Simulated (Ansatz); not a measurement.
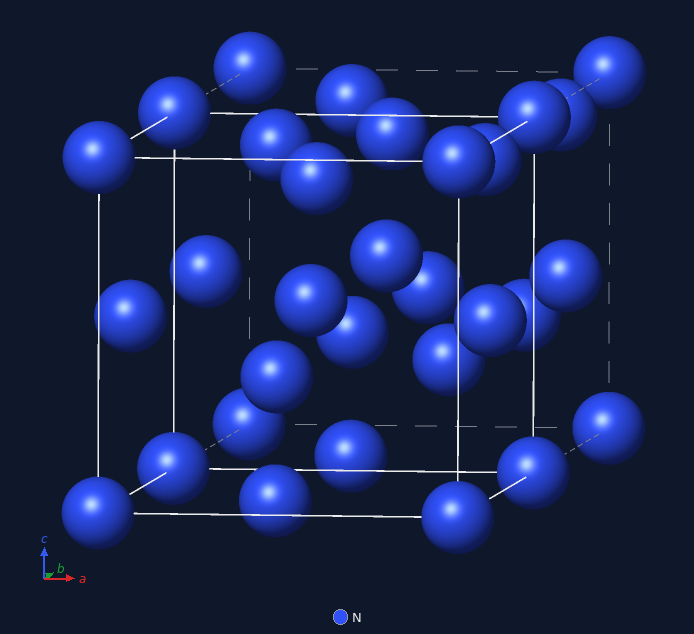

This spheres-only model is shown slightly off an axis. Solid lines give the unit cell, repeated here 1×2×1 times.

N, a = 5.66 Å, b = 5.58 Å, c = 5.52 Å, α = 89.23°, β = 89.25°, γ = 89.39°.

Setup: DFT, PAW plane waves, BLYP in Ansatz; a basis cut at 420 eV, k-grid 3×3×3, Fermi-Dirac smearing of 0.1 eV, no spin polarisation.

**Predict the gap.**

An insulator at this level, with a gap of 7.78 eV on the k-mesh (the true edges may lie between mesh points, so the gap can be somewhat smaller).

**Would the cell expand or shrink if it could?**

The computed pressure is 29.3 GPa (compressed: it would expand). The stress isn't hydrostatic: its largest component is 38.7 GPa.

The picture shows a known structure type with the cell strained and the atoms shaken on purpose; the geometry isn't optimised. It went into a calculation with Ansatz.

At this level of theory the cell isn't at rest (compressed, at 29 GPa and forces up to 28.1 eV/Å), so its distances can differ from those at equilibrium, the more so the softer the solid.
